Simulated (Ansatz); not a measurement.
## Two runs on SiO$_{2}$

System: SiO$_{2}$ (I4/mmm, 12 atoms in the cell).
Method of run 1: DFT LDA, scalar-relativistic, plane waves, PAW, no spin polarisation (Ansatz 0.2.0).

The structure derives from a Materials Project entry. Text and figures count atoms from 1; the logs count them from 0 in places.

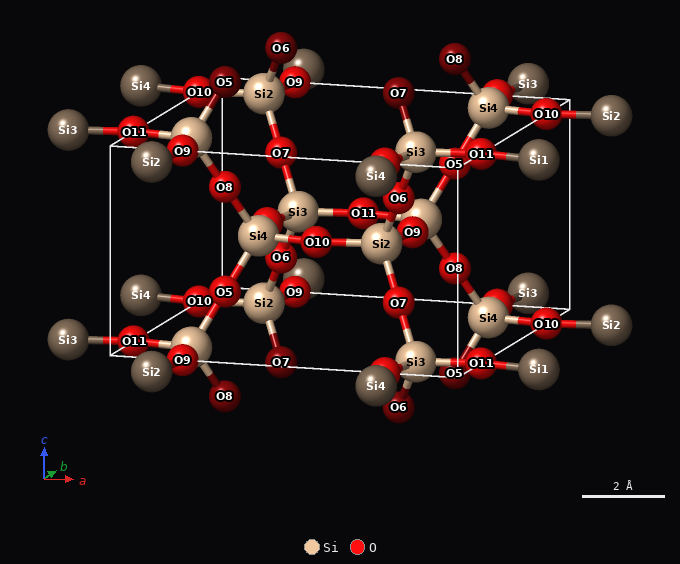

The structure (ball-and-stick view of the cell 2 times as large as that of the calculation, set on its symmetry axes, seen slightly off an axis; neighbours outside the cell are drawn fainter; atoms are numbered from 1 in the order of the input). An atom can appear more than once, as a periodic image. Near neighbours in the periodic cell (some may lie outside the picture): Si has 4 O at 1.60 Å; O has 2 Si at 1.60 Å.

Input file, run 1:
```yaml
crystal:
  lattice:
    - [-4.4553296906, 4.4553296906, 2.6073622167]
    - [4.4553296906, -4.4553296906, 2.6073622167]
    - [4.4553296906, 4.4553296906, -2.6073622167]
  atoms:
    - { symbol: Si, position: [0.1769371919, 0.1769371919, 0.3538743838] }
    - { symbol: Si, position: [0.8230628081, 0.1769371919, 0.0] }
    - { symbol: Si, position: [0.1769371919, 0.8230628081, 0.0] }
    - { symbol: Si, position: [0.8230628081, 0.8230628081, 0.6461256162] }
    - { symbol: O, position: [0.5, 0.5, 0.5] }
    - { symbol: O, position: [0.0, 0.5, 0.0] }
    - { symbol: O, position: [0.5, 0.0, 0.0] }
    - { symbol: O, position: [0.0, 0.0, 0.5] }
    - { symbol: O, position: [0.0, 0.2089418893, 0.2089418893] }
    - { symbol: O, position: [0.7910581107, 0.0, 0.7910581107] }
    - { symbol: O, position: [0.2089418893, 0.0, 0.2089418893] }
    - { symbol: O, position: [0.0, 0.7910581107, 0.7910581107] }
basis:
  ecutwfc: 420
kpoints:
  mp_grid: { grid: [6, 6, 6] }
  band_path: { path: [VBM, CBM], npoints: 2 }
hamiltonian:
  xc: lda
scf:
  occupations: { method: gaussian, width: 0.02 }
output:
  forces: true
  stress: true
  eigenvalues: true
checkpoint:
  read: start.run
  write: ck
  compress: false
  write_wavefunctions: false
  write_every: 100000
```

Command:
```bash
ansatz run input.yaml --threads 2 --pin off --max-ram 5120MiB --backend cpu --events-out ev --progress --plain --runs-dir out
```

Hardware: 2 threads of Intel Xeon (Sapphire Rapids), 32 GiB of memory available, shared host.

Output, shortened to warnings, some set-up lines, iterations and results (run 1):
```
Basis set: ecut = 420 eV, 4037 PW (Γ)
Symmetry: 16 space group operations
k-points: 30 of 216
Initial density: read from a saved state, or passed on in memory by an earlier SCF of this step, an earlier step, the calling program or the single point that the run made first
[...]
SCF iter   1: F=—  HF=-6890.572672 eV  |F-HF|=—  |Δ(HF+E_count)|=         —  Δρ=3.89e-6  dr2=5.83e-8  ethr=4.01e-7  ⟨swp⟩=4.3  Hψ=10531  notcnv=0
SCF iter   2: F=—  HF=-6890.572692 eV  |F-HF|=—  |Δ(HF+E_count)|=   2.02e-5  Δρ=3.25e-6  dr2=3.00e-8  ethr=9.11e-11  ⟨swp⟩=9.6  Hψ=6760  notcnv=0
SCF iter   3: F=-6890.572692 eV  HF=-6890.572692 eV  |F-HF|=2.38e-8  |Δ(HF+E_count)|=   9.32e-8  Δρ=4.85e-6  dr2=3.47e-8  ethr=4.69e-11  ⟨swp⟩=2.0  Hψ=4631  notcnv=0
SCF 1 converged in 3 iterations: F = -6890.572692 eV  dr2 = 3.47e-8
NSCF: frozen V_eff on 30 k-points
NSCF: frozen V_eff on 30 k-points
NSCF: frozen V_eff on 30 k-points
NSCF: frozen V_eff on 5 k-points
NSCF: frozen V_eff on 6 k-points
NSCF: frozen V_eff on 6 k-points
NSCF: frozen V_eff on 6 k-points
NSCF: frozen V_eff on 3 k-points
NSCF: frozen V_eff on 3 k-points
SCF converged after 3 iterations
Free energy (F): -6890.572692 eV
Harris-Foulkes:  -6890.572692 eV  (|F-HF|=2.38e-8)
Internal energy: -6890.572692 eV  (E = F + TS)
E sigma→0 (E₀):  -6890.572692 eV
Fermi energy:    2.395106 eV
--- Per-component energies (eV) ---
  E_band       = -467.587820
  E_kinetic    = 1605.059862
  E_local      = -5488.797710  (includes V_loc(G=0)·N_el)
  E_nonlocal   = 502.603591
  E_hartree    = 2086.037479
  E_xc         = -802.261604
  E_vxc        = -938.768218  (∫ρ·V_xc dr)
  E_paw        = -3133.793640  (= ΣΔE_a)
  E_vpaw       = -319.794937  (= ΣTr[D̂ρ^β])
  E_aug_tail   = 0.021418  (compensation charges beyond the density's cutoff)
  E_ewald      = -1660.554783
  E_core_change = 1.112695  (= ΣΔE_core)
  E_smearing   = -0.000000  (= −TS)
  E_closure    = 0.000000  (closes the sum)
  Σ components = -6890.572692   (vs F -6890.572692, Δ=0.00e0)
--- Forces (eV/Å), atoms counted from 1 ---
  atom   1  Si    -0.00007759    -0.00007759     0.00000000
  atom   2  Si    -0.00007759     0.00007759    -0.00000000
  atom   3  Si     0.00007759    -0.00007759     0.00000000
  atom   4  Si     0.00007759     0.00007759    -0.00000000
  atom   5  O      0.00000000    -0.00000000     0.00000000
  atom   6  O      0.00000000     0.00000000     0.00000000
  atom   7  O      0.00000000    -0.00000000    -0.00000000
  atom   8  O      0.00000000    -0.00000000    -0.00000000
  atom   9  O      0.00000990     0.00000000     0.00000000
  atom  10  O      0.00000000    -0.00000990    -0.00000000
  atom  11  O     -0.00000000     0.00000990     0.00000000
  atom  12  O     -0.00000990    -0.00000000    -0.00000000
  max |Σ_I F_I| component: 4.07e-19 eV/Å
--- Stress (GPa, compression-positive) ---
       -0.002711       0.000000       0.000000
        0.000000      -0.002711       0.000000
        0.000000       0.000000      -0.000370
  P = ⅓ Tr σ = -0.0019 GPa (-0.019 kbar)
```

For run 2 the input was changed thus:
```diff
-    - [4.4553296906, 4.4553296906, -2.6073622167]
+    - [4.2906589957, 4.6200003855, -2.5109931087]
-    - { symbol: Si, position: [0.1769371919, 0.1769371919, 0.3538743838] }
-    - { symbol: Si, position: [0.8230628081, 0.1769371919, 0.0] }
-    - { symbol: Si, position: [0.1769371919, 0.8230628081, 0.0] }
-    - { symbol: Si, position: [0.8230628081, 0.8230628081, 0.6461256162] }
+    - { symbol: Si, position: [0.1733113728, 0.1846321813, 0.3537794962] }
+    - { symbol: Si, position: [0.8285957566, 0.1823297914, 0.0113202768] }
+    - { symbol: Si, position: [0.1714042434, 0.8176702086, -0.0113202768] }
+    - { symbol: Si, position: [0.8266886272, 0.8153678187, 0.6462205038] }
-    - { symbol: O, position: [0.0, 0.2089418893, 0.2089418893] }
-    - { symbol: O, position: [0.7910581107, 0.0, 0.7910581107] }
-    - { symbol: O, position: [0.2089418893, 0.0, 0.2089418893] }
-    - { symbol: O, position: [0.0, 0.7910581107, 0.7910581107] }
+    - { symbol: O, position: [0.0013427938, 0.2320209461, 0.2306165881] }
+    - { symbol: O, position: [0.8123909016, -0.0020859541, 0.8144921145] }
+    - { symbol: O, position: [0.1876090984, 0.0020859541, 0.1855078855] }
+    - { symbol: O, position: [-0.0013427938, 0.7679790539, 0.7693834119] }
```

How does run 2 compare with run 1?

With the same functional and potentials, run 2 lies 1.1 meV per atom higher. The pressure goes from 0.00 to −1.00 GPa. The irreducible k-points go from 30 to 112. The plane waves at Γ go from 4037 to 4059. On the same kind of shared host run 2 took about 4.4 times as long.

Output, shortened to warnings, some set-up lines, iterations and results (run 2):
```
Basis set: ecut = 420 eV, 4059 PW (Γ)
Symmetry: 2 space group operations
k-points: 112 of 216
Initial density: read from a saved state, or passed on in memory by an earlier SCF of this step, an earlier step, the calling program or the single point that the run made first
[...]
SCF iter   1: F=—  HF=-6890.559659 eV  |F-HF|=—  |Δ(HF+E_count)|=         —  Δρ=5.23e-6  dr2=4.04e-8  ethr=3.53e-7  ⟨swp⟩=4.3  Hψ=39281  notcnv=0
SCF iter   2: F=—  HF=-6890.559676 eV  |F-HF|=—  |Δ(HF+E_count)|=   1.77e-5  Δρ=2.34e-6  dr2=8.64e-9  ethr=6.31e-11  ⟨swp⟩=9.3  Hψ=25035  notcnv=0
SCF iter   3: F=-6890.559676 eV  HF=-6890.559676 eV  |F-HF|=3.36e-10  |Δ(HF+E_count)|=   1.82e-9  Δρ=7.36e-7  dr2=1.41e-9  ethr=1.35e-11  ⟨swp⟩=1.9  Hψ=15907  notcnv=0
SCF 1 converged in 3 iterations: F = -6890.559676 eV  dr2 = 1.41e-9
NSCF: frozen V_eff on 112 k-points
NSCF: frozen V_eff on 112 k-points
NSCF: frozen V_eff on 112 k-points
NSCF: frozen V_eff on 103 k-points
NSCF: frozen V_eff on 43 k-points
NSCF: frozen V_eff on 84 k-points
NSCF: frozen V_eff on 70 k-points
NSCF: frozen V_eff on 21 k-points
NSCF: frozen V_eff on 3 k-points
SCF converged after 3 iterations
Free energy (F): -6890.559676 eV
Harris-Foulkes:  -6890.559676 eV  (|F-HF|=3.36e-10)
Internal energy: -6890.559676 eV  (E = F + TS)
E sigma→0 (E₀):  -6890.559676 eV
Fermi energy:    2.389183 eV
--- Per-component energies (eV) ---
  E_band       = -466.432754
  E_kinetic    = 1603.233170
  E_local      = -5466.383775  (includes V_loc(G=0)·N_el)
  E_nonlocal   = 501.980149
  E_hartree    = 2076.145408
  E_xc         = -801.776079
  E_vxc        = -938.170114  (∫ρ·V_xc dr)
  E_paw        = -3133.425508  (= ΣΔE_a)
  E_vpaw       = -319.402600  (= ΣTr[D̂ρ^β])
  E_aug_tail   = 0.021432  (compensation charges beyond the density's cutoff)
  E_ewald      = -1671.467169
  E_core_change = 1.112695  (= ΣΔE_core)
  E_smearing   = -0.000000  (= −TS)
  E_closure    = 0.000000  (closes the sum)
  Σ components = -6890.559676   (vs F -6890.559676, Δ=0.00e0)
--- Forces (eV/Å), atoms counted from 1 ---
  atom   1  Si    -0.00021311    -0.00021801     0.00013899
  atom   2  Si    -0.00026268     0.00029602     0.00001034
  atom   3  Si     0.00026268    -0.00029602    -0.00001034
  atom   4  Si     0.00021311     0.00021801    -0.00013899
  atom   5  O      0.00000000     0.00000000     0.00000000
  atom   6  O      0.00000000     0.00000000     0.00000000
  atom   7  O      0.00000000     0.00000000     0.00000000
  atom   8  O      0.00000000     0.00000000     0.00000000
  atom   9  O     -0.00013023    -0.00024629    -0.00012718
  atom  10  O      0.00029831    -0.00018008     0.00005477
  atom  11  O     -0.00029831     0.00018008    -0.00005477
  atom  12  O      0.00013023     0.00024629     0.00012718
  max |Σ_I F_I| component: 0.00e0 eV/Å
--- Stress (GPa, compression-positive) ---
       -0.538591      -0.013442      -0.488230
       -0.013442      -1.555686      -0.537272
       -0.488230      -0.537272      -0.904496
  P = ⅓ Tr σ = -0.9996 GPa (-9.996 kbar)
```

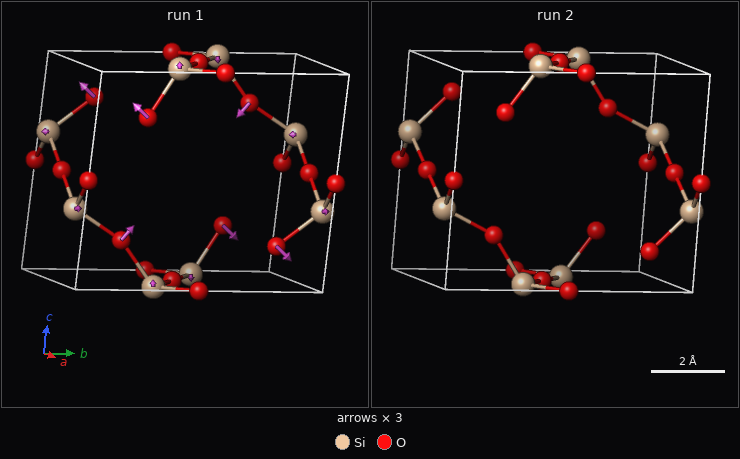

The two input geometries at one scale (ball-and-stick view of the reduced cell, seen slightly off an axis). The pink arrows on the first give the shifts of the atoms relative to the cell, magnified 3 times. The largest moves relative to the cell, 0.21 Å, are those of O atoms. By element the largest moves are O 0.21 Å, Si 0.07 Å. The drawn cell changes at constant volume: a stays at 5.215 Å, b stays at 6.819 Å, c 6.819 → 6.787 Å (−0.5 %), α 81.6° → 83.7°, β 67.5° → 68.3°. Among the contacts that change: O–Si 1.602 → 1.610 Å.

The two runs side by side:

| quantity | run 1 | run 2 |
| --- | --- | --- |
| outcome | converged | converged |
| free energy per atom (eV) | −574.2144 | −574.2133 |
| gap on the mesh (eV) | 5.35 | 5.33 |
| pressure (GPa) | 0.00 | −1.00 |
| largest force (eV/Å) | 0.000 | 0.000 |
| irreducible k-points | 30 | 112 |
| plane waves at Γ | 4037 | 4059 |
| wall time (shared host) | 13 s | 55 s |
